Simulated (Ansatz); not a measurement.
# Starting-point dependence of the GW gap of CsCu2I3 (Cmcm)

Aim: G0W0 for CsCu2I3 (Cmcm) on several starting functionals, at one mesh, band count and screening cutoff.

Program: Ansatz 0.2.0. Level of theory: G0W0 on several functionals, plane waves, PAW. Results are calculated unless marked as measured.

In doubt: one-shot GW on d or f shells is unsure, so the values of those runs are not to be relied on; masses and optical values from hybrid runs of this build are listed as unsure (steps 3, 4), which bears on the screening that GW takes from such a start.

## 1. The structure

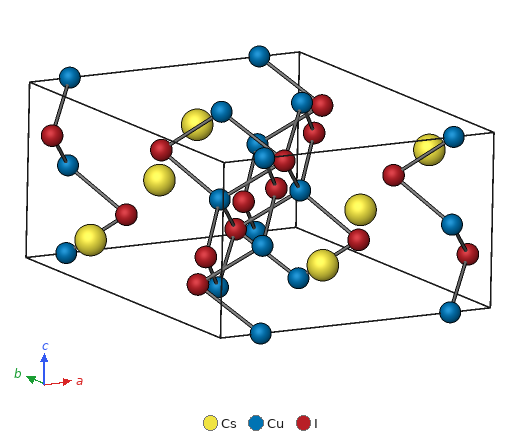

The starting structure, seen slightly off an axis (caesium yellow, copper blue, iodine red). This picture shows the conventional cell, with its axes. Some periodic images of atoms are drawn too.

As a file:

```cif
data_structure
_symmetry_space_group_name_H-M 'Cmcm'
_symmetry_Int_Tables_number 63
_cell_length_a 10.5479
_cell_length_b 13.1725
_cell_length_c 6.0972
_cell_angle_alpha 90.000
_cell_angle_beta 90.000
_cell_angle_gamma 90.000
_cell_volume 847.16
loop_
_atom_site_label
_atom_site_type_symbol
_atom_site_symmetry_multiplicity
_atom_site_Wyckoff_symbol
_atom_site_fract_x
_atom_site_fract_y
_atom_site_fract_z
_atom_site_occupancy
Cs1 Cs 4 c 0.50000 0.17220 0.25000 1
Cu1 Cu 8 e 0.85100 0.00000 0.00000 1
I1 I 4 c 0.50000 0.62040 0.25000 1
I2 I 8 g 0.71700 0.88100 0.25000 1
```

The cell and positions come from the Crystallography Open Database and are kept as given unless a step says otherwise. Spin-orbit coupling is left out unless a step names it. The default PAW set here is soft_2. Its files were made with PBE.

## 2. G0W0 on r2SCAN

G0W0 replaces the xc potential by the self-energy, built once from these orbitals. Only a window of levels is corrected, while the sums run over the empty bands that the input names.

This step: G0W0 on r2SCAN, plane waves, PAW.

input.yaml

```yaml
crystal:
  lattice:
    - [5.27395, -6.58625, 0.0]
    - [5.27395, 6.58625, 0.0]
    - [0.0, 0.0, 6.09718]
  atoms:
    - { symbol: Cs, position: [0.3278, 0.6722, 0.25] }
    - { symbol: Cs, position: [0.6722, 0.3278, 0.75] }
    - { symbol: Cu, position: [0.851, 0.851, 0.0] }
    - { symbol: Cu, position: [0.149, 0.149, 0.5] }
    - { symbol: Cu, position: [0.149, 0.149, 0.0] }
    - { symbol: Cu, position: [0.851, 0.851, 0.5] }
    - { symbol: I, position: [0.8796, 0.1204, 0.25] }
    - { symbol: I, position: [0.1204, 0.8796, 0.75] }
    - { symbol: I, position: [0.836, 0.598, 0.25] }
    - { symbol: I, position: [0.164, 0.402, 0.75] }
    - { symbol: I, position: [0.598, 0.836, 0.75] }
    - { symbol: I, position: [0.402, 0.164, 0.25] }
kpoints:
  mp_grid: { grid: [2, 2, 2] }
hamiltonian:
  xc: r2scan
scf:
  occupations: { method: fixed }
gw:
  n_empty_bands: 447
  ecut_chi: 60
  qp_bands: [v4, c4]
  qp_kpoints: band_edges
  screening: { model: contour_deformation }
```

Started as:

```bash
ansatz run input.yaml --threads 24 --pin off --max-ram 82944MiB --backend cuda --events-out ev --progress --plain --runs-dir out --devices 1 --max-vram 78GiB
```

Numbers of over 12 decimals in the logs are rounded to 6 here.

The log of the run:

```text
GPUs: using 1 of 1 available (devices: 1).
Engine: ansatz 0.2.0, aarch64-unknown-linux-gnu
Pseudopotentials: kind: paw
Pseudopotential: Cs, paw, valence charge 9, recommended cutoff 500 eV (meta_gga), Cs.paw.azcp
Pseudopotential: Cu, paw, valence charge 19, recommended cutoff 500 eV (meta_gga), Cu.paw.azcp
Pseudopotential: I, paw, valence charge 17, recommended cutoff 500 eV (meta_gga), I.paw.azcp
Functional definition: r2SCAN
  parameter k0 = 0.174
  parameter k1 = 0.065
  parameter a1 = 4.9479
  exchange = r2scan_x(k0 = k0, k1 = k1, a1 = a1)
  correlation = r2scan_c
[...]
Crystal: 12 atoms, lattice volume = 423.578 Å³
Basis set: ecut = 500 eV, 10765 PW (Γ), exchange–correlation on 256×256×180 points (64 copies of the dense FFT grid, shifted against one another)
Bands: 118, of which v1, the nominal top of the filled ones, is band 98 counted from 1 (97 counted from 0)
Symmetry: 8 space group operations
Space group: Cmcm (ITA 63), of the structure as read, at distance tolerance 7.5e-5 Å
k-points: 6 of 8
Non-local potential: Cs, projectors of the file, l = 0: 3, l = 1: 2, l = 2: 2, l = 3: 2
Non-local potential: Cu, projectors of the file, l = 0: 3, l = 1: 2, l = 2: 3, l = 3: 1
Non-local potential: I, projectors of the file, l = 0: 2, l = 1: 2, l = 2: 2, l = 3: 2
PAW form: soft (Blöchl's): semilocal exchange-correlation on the pseudo side does not see the compensation charge
PAW frozen core: Cs, regenerated for the run's functional (the file was generated under x = pbe(κ = 0.804, μ = 0.219515), c = pbe(β = 0.066725))
PAW frozen core: Cu, regenerated for the run's functional (the file was generated under x = pbe(κ = 0.804, μ = 0.219515), c = pbe(β = 0.066725))
PAW frozen core: I, regenerated for the run's functional (the file was generated under x = pbe(κ = 0.804, μ = 0.219515), c = pbe(β = 0.066725))
PAW one-centre angular grid: Cs, 302 points (default); XC on 160 Gauss nodes
PAW one-centre angular grid: Cu, 590 points (default); XC on 160 Gauss nodes
PAW one-centre angular grid: I, 590 points (default); XC on 160 Gauss nodes
Initial density: superposition of atomic densities (neutral atoms: chi_scale 0, normalization atom), corrected by the library's trained network
Initial wavefunctions: pseudopotential atomic-orbital guess
[...]
Functional: x = r2scan, c = r2scan; τ floored in thin density (d = 2e-4 eV/Å³)
SCF iter   1: F=—  HF=-83073.777029 eV  |F-HF|=—  |Δ(HF+E_count)|=         —  Δρ=1.66e-2  dr2=6.99e-1  dr2_τ=7.73e-3  ethr=1.77e-3  ⟨swp⟩=5.3  Hψ=2276  notcnv=0  defer=100
preconditioner: auto → Resta (q_TF=auto, 2.399 Å⁻¹)  ε∞=4.5  [insulator: Δε(μ)=2.711 eV  Ē_g=9.651 eV  n_scr=96 (ndim 8)  ℏωp=18.0 eV  f_vac=0.164  ε∞_Penn≈4.5]
SCF iter   2: F=—  HF=-83073.789062 eV  |F-HF|=—  |Δ(HF+E_count)|=   1.20e-2  Δρ=9.58e-3  dr2=2.35e-1  dr2_τ=5.90e-3  ethr=3.57e-4  ⟨swp⟩=3.0  Hψ=1444  notcnv=0  defer=107
SCF iter   3: F=—  HF=-83073.697389 eV  |F-HF|=—  |Δ(HF+E_count)|=   9.17e-2  Δρ=3.53e-3  dr2=3.47e-2  dr2_τ=4.17e-4  ethr=1.20e-4  ⟨swp⟩=2.0  Hψ=1229  notcnv=0  defer=103
SCF iter   4: F=—  HF=-83073.692504 eV  |F-HF|=—  |Δ(HF+E_count)|=   4.88e-3  Δρ=4.16e-4  dr2=8.66e-4  dr2_τ=5.23e-5  ethr=1.77e-5  ⟨swp⟩=2.0  Hψ=948  notcnv=0  defer=108
SCF iter   5: F=—  HF=-83073.692924 eV  |F-HF|=—  |Δ(HF+E_count)|=   4.20e-4  Δρ=1.73e-4  dr2=1.43e-4  dr2_τ=5.19e-6  ethr=4.42e-7  ⟨swp⟩=2.0  Hψ=946  notcnv=0  defer=108
SCF iter   6: F=—  HF=-83073.692979 eV  |F-HF|=—  |Δ(HF+E_count)|=   5.54e-5  Δρ=6.80e-5  dr2=1.42e-5  dr2_τ=2.93e-7  ethr=7.31e-8  ⟨swp⟩=2.0  Hψ=922  notcnv=0  defer=108
SCF iter   7: F=—  HF=-83073.692983 eV  |F-HF|=—  |Δ(HF+E_count)|=   3.68e-6  Δρ=2.27e-5  dr2=1.97e-6  dr2_τ=1.45e-8  ethr=7.25e-9  ⟨swp⟩=2.0  Hψ=918  notcnv=0  defer=108
SCF iter   8: F=—  HF=-83073.692983 eV  |F-HF|=—  |Δ(HF+E_count)|=   1.40e-7  Δρ=4.34e-6  dr2=1.12e-7  dr2_τ=4.02e-9  ethr=1.00e-9  ⟨swp⟩=2.0  Hψ=1054  notcnv=0  defer=108
SCF iter   9: F=-83073.692983 eV  HF=-83073.692983 eV  |F-HF|=1.28e-9  |Δ(HF+E_count)|=   7.82e-8  Δρ=1.75e-6  dr2=1.41e-8  dr2_τ=1.01e-10  ethr=5.10e-11  ⟨swp⟩=15.5  Hψ=3821  notcnv=0
SCF 1 converged in 9 iterations: F = -83073.692983 eV  dr2 = 1.41e-8
[...]
SCF converged after 9 iterations
[...]
--- G₀W₀: contour deformation, 6 samples at zero and on the imaginary axis and 1 off it, 8 q-points, 447 empty bands' worth ---
  eigenvalues of the whole cell's RPA ε∞ on this k-mesh (on a slab, of 1 + 4πα/V) = 3.8065, 3.8838, 3.9396; static W/v taken at q = 0 is 0.257327
  bands read: the sum over 545 bands ends inside a degenerate multiplet in 3 slots, whose members it reads at an even weight; the widest, k=1: bands 545 to 546 (counted from 1) at 1/2 each
  gw.qp_kpoints: band_edges: 6 of 6 stored k-points solved, in 1 pass; an edge of the gap read off the rows below is read off those points alone
    ik  band        ε_KS         Σx   Σc(E_QP)       V_xc       Z   E_QP_lin       E_QP  E_QP is
     0    95      5.5798   -36.1750     5.8325   -29.5896  0.7223     4.8137     4.8270  root
     0    96      6.0319   -32.4423     4.7685   -27.0039  0.7447     5.3534     5.3621  root
     0    97      6.0570   -35.6486     5.3621   -29.6028  0.7344     5.3636     5.3732  root
     0    98      6.2437   -34.9115     5.1057   -29.1507  0.7402     5.5803     5.5886  root
     0    99      8.7399    -6.8001    -3.4124   -10.6903  0.8234     9.2204     9.2177  root
     0   100      9.5652    -7.9189    -2.8655   -11.1944  0.8188     9.9773     9.9753  root
     0   101      9.6592    -7.8597    -3.3144   -11.8778  0.8111    10.3694    10.3629  root
     0   102      9.6776    -8.5271    -3.4922   -12.8665  0.8072    10.5344    10.5248  root
     1    95      5.8566   -37.3289     5.8769   -30.7210  0.7242     5.1139     5.1257  root
     1    96      5.8566   -37.3289     5.8769   -30.7210  0.7242     5.1139     5.1257  root
     1    97      5.8869   -37.6305     5.8973   -31.0146  0.7239     5.1569     5.1683  root
     1    98      5.8869   -37.6305     5.8973   -31.0146  0.7239     5.1569     5.1683  root
     1    99      9.3608    -7.3104    -3.4078   -11.3556  0.8154    10.0033     9.9982  root
     1   100      9.3608    -7.3104    -3.4078   -11.3556  0.8154    10.0033     9.9982  root
     1   101      9.5933    -8.0006    -3.4450   -12.1773  0.8115    10.3320    10.3250  root
     1   102      9.5933    -8.0006    -3.4450   -12.1773  0.8115    10.3320    10.3250  root
     2    95      5.6333   -36.6247     5.8806   -29.9860  0.7211     4.8618     4.8752  root
     2    96      5.7443   -35.6752     5.6100   -29.3301  0.7282     4.9973     5.0093  root
     2    97      5.9979   -36.1490     5.5143   -29.9374  0.7310     5.2904     5.3007  root
     2    98      6.1353   -34.8893     5.1745   -29.0427  0.7381     5.4543     5.4633  root
     2    99      9.6923    -7.7360    -3.5115   -11.8822  0.8129    10.3325    10.3270  root
     2   100      9.8429    -8.3096    -3.1852   -12.1006  0.8115    10.4534    10.4487  root
     2   101      9.8848    -8.1915    -3.4728   -12.4590  0.8069    10.6883    10.6795  root
     2   102      9.9315    -8.9012    -3.6380   -13.4415  0.8027    10.8454    10.8338  root
[...]
5    95      5.7889   -37.5646     5.9285   -30.9134  0.7226     5.0545     5.0663  root
     5    96      5.7889   -37.5646     5.9285   -30.9134  0.7226     5.0545     5.0663  root
     5    97      5.9314   -37.9622     5.9058   -31.3416  0.7244     5.2056     5.2168  root
     5    98      5.9314   -37.9622     5.9058   -31.3416  0.7244     5.2056     5.2168  root
     5    99     10.4051    -7.9325    -3.7087   -12.4676  0.8056    11.2419    11.2314  root
     5   100     10.4051    -7.9325    -3.7087   -12.4676  0.8056    11.2419    11.2314  root
     5   101     10.5910    -8.5749    -3.7630   -13.2309  0.8016    11.4968    11.4840  root
     5   102     10.5910    -8.5749    -3.7630   -13.2309  0.8016    11.4968    11.4840  root
```

It took 8.4 s on 1 × NVIDIA GB200 (shared by 2 runs) with 24 threads of Arm Neoverse V2, shared host; peak memory 3.2 GiB.

This step gave:

```
bands summed                                 : 545
RPA ε∞ on this mesh (eigenvalues)            : 3.807, 3.884, 3.940
plane waves in the screening matrix          : 461
q-points in the mesh                         : 8
G0W0 gap on the mesh                         : 3.629 eV
k of the valence top                         : 0, 0, 0
k of the conduction bottom                   : 0, 0, 0
starting gap on the mesh                     : 2.496 eV
Z at the valence top                         : 0.7402
Z at the conduction bottom                   : 0.8234
least direct G0W0 gap on the computed points : 3.629 eV
```

The gap on the mesh goes from 2.50 eV to 3.63 eV, a correction of +1.13 eV. Between the two edge states, bare exchange in place of the xc potential would open the gap by 9.65 eV, and correlation takes back 8.52 eV.

## 3. G0W0 on HSE06

The same correction from a different start measures what one shot leaves open.

This step: G0W0 on HSE06, plane waves, PAW.

input.yaml, as its differences from that of step 2:

```diff
@@ -21,3 +21,3 @@
 hamiltonian:
-  xc: r2scan
+  xc: hse06
 scf:
```

The log of the run:

```text
GPUs: using 1 of 1 available (devices: 1).
[...]
davidson cushion auto → on  (no smearing: the cushion is to keep the highest requested band from converging to the state above it; pin scf.eigensolver.cushion to override)
[...]
Crystal: 12 atoms, lattice volume = 423.578 Å³
Basis set: ecut = 420 eV, 8275 PW (Γ)
Bands: 118, of which v1, the nominal top of the filled ones, is band 98 counted from 1 (97 counted from 0)
[... 1 set-up line as in the run before ...]
[...]
k-points: 6 of 8
[...]
SCF iter   1: F=—  HF=-82927.034667 eV  |F-HF|=—  |Δ(HF+E_count)|=         —  Δρ=8.77e-4  dr2=2.78e-3  ethr=1.77e-3  ⟨swp⟩=11.2  Hψ=3441  notcnv=0
[...]
SCF iter   2: F=—  HF=-82927.040067 eV  |F-HF|=—  |Δ(HF+E_count)|=   5.40e-3  Δρ=8.52e-4  dr2=2.03e-3  ethr=1.42e-6  ⟨swp⟩=7.7  Hψ=3201  notcnv=0
[...]
SCF iter   4: F=-82927.040235 eV  HF=-82927.040119 eV  |F-HF|=1.15e-4  |Δ(HF+E_count)|=   1.66e-4  Δρ=1.76e-4  dr2=7.60e-5  ethr=3.66e-7  ⟨swp⟩=3.0  Hψ=1780  notcnv=0
SCF 1 stopped early in 4 iterations: F = -82927.040235 eV  dr2 = 7.60e-5
[...]
Exchange kernel: α = 0.2500, screened, ω = 0.2079 Å⁻¹, Wigner–Seitz truncation, v(0) = 1019.9034 eV·Å³, q-mesh 2×2×2, nearest image of the exchange supercell L = 12.19 Å, pair-density grid 40×40×30, without the augmentation charges, whose exchange is taken in its separable form by FFT convolution over the k-point mesh (sized by the pseudopotential files, 60×60×45 at the most), smooth part of the exact exchange by density-matrix convolution in up to 5.51 GiB of GPU memory as planned if the GPU has room (build and FFT work areas not counted)
Frozen-core exchange: fock
[...]
hybrid outer 1: dexx = +6.929e-2 eV, tail = 5.11e-4 eV
[...]
SCF 3 converged in 4 iterations: F = -82963.023404 eV  dr2 = 4.74e-8
[...]
hybrid outer 2: dexx = +3.728e-6 eV, tail = 3.57e-7 eV, Δε = 9.23e-3 eV (about 3.99e-4 eV left of the loop's levels)
[...]
guard bands above this table: 11 of the run's 118 bands. The solve was not asked for them (output.publish_guard_bands: true or output.eigenvalues: true publishes all)
[...]
0    95      4.6969   -28.8102     3.8420   -24.7750  0.7797     4.5032     4.5037  root
     0    96      5.2344   -30.4195     3.8534   -26.4362  0.7826     5.1044     5.1046  root
     0    97      5.2953   -28.1954     3.4620   -24.5863  0.7888     5.1479     5.1482  root
     0    98      5.4656   -30.1653     3.7189   -26.3363  0.7856     5.3554     5.3556  root
     0    99      8.8283    -6.4360    -3.3110   -10.2192  0.8406     9.3025     9.3005  root
     0   100      9.6757    -7.0048    -2.9052   -10.3022  0.8374    10.0693    10.0680  root
     0   101      9.8914    -6.9827    -2.8581   -10.2209  0.8382    10.2728    10.2715  root
     0   102      9.9264    -7.0478    -3.2174   -10.8322  0.8312    10.4964    10.4933  root
[...]
5    99     10.7010    -7.0136    -3.4942   -11.1591  0.8278    11.3567    11.3522  root
     5   100     10.7010    -7.0136    -3.4942   -11.1591  0.8278    11.3567    11.3522  root
     5   101     10.8478    -6.1486    -3.3378    -9.9868  0.8307    11.3508    11.3482  root
     5   102     10.8478    -6.1486    -3.3378    -9.9868  0.8307    11.3508    11.3482  root
```

Run time: 31 s. Hardware: 1 × NVIDIA GB200 (shared by 2 runs) with 24 threads; peak memory 2.8 GiB.

This step gave:

```yaml
bands_summed: 545
rpa_eps_infinity_on_this_mesh_eigenvalues: 3.424, 3.467, 3.516
plane_waves_in_the_screening_matrix: 461
q_points_in_the_mesh: 8
g0w0_gap_on_the_mesh: 3.945 eV
k_of_the_valence_top: 0, 0, 0
k_of_the_conduction_bottom: 0, 0, 0
starting_gap_on_the_mesh: 3.363 eV
z_at_the_valence_top: 0.7856
z_at_the_conduction_bottom: 0.8406
least_direct_g0w0_gap_on_the_computed_points: 3.945 eV
```

Against the run with 2×2×2 mesh, 447 empty bands, screening to 60 eV on r2SCAN, the gap moves by +0.32 eV, while the start moved by +0.87 eV.

## 4. G0W0 on PBE0

This step: G0W0 on PBE0, plane waves, PAW.

input.yaml, as its differences from that of step 3:

```diff
@@ -21,3 +21,3 @@
 hamiltonian:
-  xc: hse06
+  xc: pbe0
 scf:
```

The log of the run:

```text
GPUs: using 1 of 1 available (devices: 1).
[...]
Crystal: 12 atoms, lattice volume = 423.578 Å³
Basis set: ecut = 420 eV, 8275 PW (Γ)
Bands: 118, of which v1, the nominal top of the filled ones, is band 98 counted from 1 (97 counted from 0)
[... 1 set-up line as in the run before ...]
[...]
k-points: 6 of 8
[...]
0   100     10.0061    -6.9963    -2.8082    -9.9597  0.8485    10.1615    10.1613  root
     0   101     10.2251    -6.9545    -2.7621    -9.8559  0.8493    10.3645    10.3643  root
     0   102     10.2713    -7.0109    -3.1093   -10.4436  0.8428    10.5955    10.5947  root
[...]
5    99     11.0507    -6.8713    -3.3594   -10.6311  0.8402    11.4524    11.4511  root
     5   100     11.0507    -6.8713    -3.3594   -10.6311  0.8402    11.4524    11.4511  root
     5   101     11.1961    -6.2456    -3.2388    -9.7611  0.8420    11.4735    11.4728  root
     5   102     11.1961    -6.2456    -3.2388    -9.7611  0.8420    11.4735    11.4728  root
```

It took 33 s on 1 × NVIDIA GB200 (shared by 2 runs) with 24 threads; peak memory 2.8 GiB; 2.1 min of CPU time.

Numbers from this step:

| Property | Result |
| --- | --- |
| bands summed | 545 |
| RPA ε∞ on this mesh (eigenvalues) | 3.205, 3.243, 3.298 |
| plane waves in the screening matrix | 461 |
| G0W0 gap on the mesh | 4.192 eV |
| k of the valence top | 0, 0, 0 |
| k of the conduction bottom | 0, 0, 0 |
| starting gap on the mesh | 4.052 eV |
| least direct G0W0 gap on the computed points | 4.192 eV |

Against the run with 2×2×2 mesh, 447 empty bands, screening to 60 eV on HSE06, the gap moves by +0.25 eV, while the start moved by +0.69 eV.

## 5. The starts together

All on the 2×2×2 mesh with 447 empty bands and screening to 60 eV. Times are wall times on 1 × NVIDIA GB200 (shared by 2 runs) with 24 threads of Arm Neoverse V2, shared host, good to a factor of about two.

```
 start  starting gap (eV)  shift (eV)  G0W0 gap (eV)  RPA ε∞ (harmonic mean)  Z (valence, conduction)   time
r2SCAN               2.50       +1.13           3.63                    3.88               0.74, 0.82  8.4 s
 HSE06               3.36       +0.58           3.94                    3.47               0.79, 0.84   31 s
  PBE0               4.05       +0.14           4.19                    3.25               0.80, 0.85   33 s
```

How the two edges are built up, in eV (the quasiparticle level is the starting level plus Σx plus Σc less Vxc):

```
   run               edge  start      Σx     Σc     Vxc     Z    QP
r2SCAN        valence top   6.24  -34.91   5.11  -29.15  0.74  5.59
r2SCAN  conduction bottom   8.74   -6.80  -3.41  -10.69  0.82  9.22
 HSE06        valence top   5.47  -30.17   3.72  -26.34  0.79  5.36
 HSE06  conduction bottom   8.83   -6.44  -3.31  -10.22  0.84  9.30
  PBE0        valence top   5.09  -29.96   3.56  -26.52  0.80  5.21
  PBE0  conduction bottom   9.15   -6.42  -3.21   -9.89  0.85  9.40
```

For a hybrid start, Vxc holds its share of exact exchange.

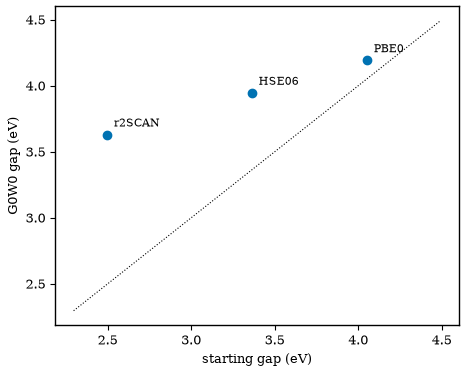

G0W0 gap against starting gap; on the dotted line the correction would vanish.

## 6. Results

| Item | Value |
| --- | --- |
| G0W0@r2SCAN | 3.63 eV (start 2.50 eV) |
| G0W0@HSE06 | 3.94 eV (start 3.36 eV) |
| G0W0@PBE0 | 4.19 eV (start 4.05 eV) |
| known limits | not at the basis limit; d shell near the gap, gap tends to lie low; no spin-orbit coupling; coarse k mesh |

In words: The starting gaps span 1.56 eV and the G0W0 gaps 0.56 eV. Between r2SCAN and PBE0, 0.56 eV of the 1.56 eV survives, 36 %. PBE0 screens less than r2SCAN (ε∞ 3.25 against 3.88). Of the 0.56 eV by which its G0W0 gap is higher, the correlation part gives +1.75 eV, and exchange with the one-particle terms, which follow the orbitals, −1.19 eV. The smallest correction, +0.14 eV, is on PBE0, the start nearest to reproducing itself. Bands and cutoff are finite, so the gap is not at the basis limit. The miss can reach some tenths of an eV and take either sign; the mesh is an error of its own. The 2×2×2 mesh is coarse for this cell (its supercell is 12 Å along the shortest edge). The RPA ε∞ on it, from the r2SCAN start, is 3.81, 3.88 and 3.94; such meshes misread the long-range screening, most where the gap is narrow. The program warns that the mesh is coarse for exact exchange, which bears on the hybrid start's gap. A d shell, filled or nearly so, lies near the gap. One-shot GW converges very slowly in bands there, not always from below, and on a semilocal start the gap tends to come out low; starts rich in exact exchange can overshoot instead. The many-body steps are scalar-relativistic: spin-orbit coupling is not in them.

[Paths, hosts, dates, memory and timing lines, banners, echoed tables and standing remarks are left out of the program output.]

[Logs are printed without paths, hosts, clocks, repeated set-up lines and the standing remarks that a program may print on its own settings, such as how far it seeks lower states.]

[Runs of the session that timed out or met a known fault of the program may be left out.]

[Cells called generated may have been cut or substituted from an entry of the Crystallography Open Database or the Materials Project.]

[Hosts, paths, dates, database ids (printed as entryN), source tags and the programs' standing remarks are cut or masked in the printed files.]
